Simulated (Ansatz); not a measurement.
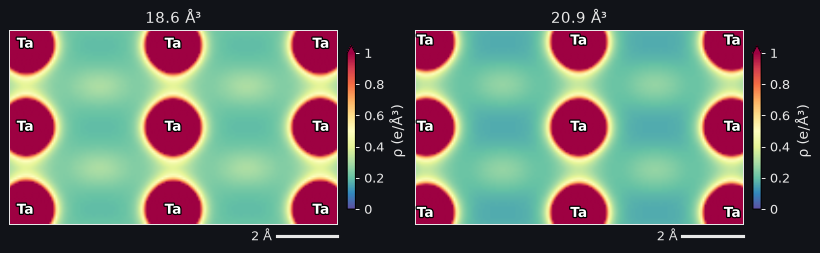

Ta. The valence electron density of cells scaled evenly to different volumes (given per atom above each panel), on the (010) plane of each (indices in the axes of the cell below), at one length scale and on one colour scale.

A generated structure, not necessarily the stable one; computed without spin polarisation.

All numbers below come from DFT, PBE, plane waves (420 eV) with PAW, scalar-relativistic in Ansatz.

In a PAW calculation such maps are meaningful between the atoms, not at the nuclei.

The largest cell:

```cif
data_structure
_symmetry_space_group_name_H-M 'P 1'
_symmetry_Int_Tables_number 1
_cell_length_a 5.0511
_cell_length_b 5.0511
_cell_length_c 2.8359
_cell_angle_alpha 90.000
_cell_angle_beta 90.000
_cell_angle_gamma 120.000
_cell_volume 62.66
loop_
_atom_site_label
_atom_site_type_symbol
_atom_site_fract_x
_atom_site_fract_y
_atom_site_fract_z
_atom_site_occupancy
Ta1 Ta 0.00000 0.00000 0.00000 1
Ta2 Ta 0.33333 0.66667 0.50000 1
Ta3 Ta 0.66667 0.33333 0.50000 1
```

| volume (Å³/atom) | Ta–Ta contact in the plane (Å) | ρ at its midpoint (e/Å³) | 
| --- | --- | --- |
| 18.65 | 2.731 | 0.402 | 
| 20.14 | 2.802 | ? | 
| 20.89 | 2.836 | 0.350 | 

**Estimate the missing row, and compare with the calculation.**

Over the known rows ln ρ falls by 1.32 per Å of Ta–Ta distance (the line through the two), which gives 0.366 e/Å³ at 2.802 Å; the calculation gives 0.367 e/Å³.
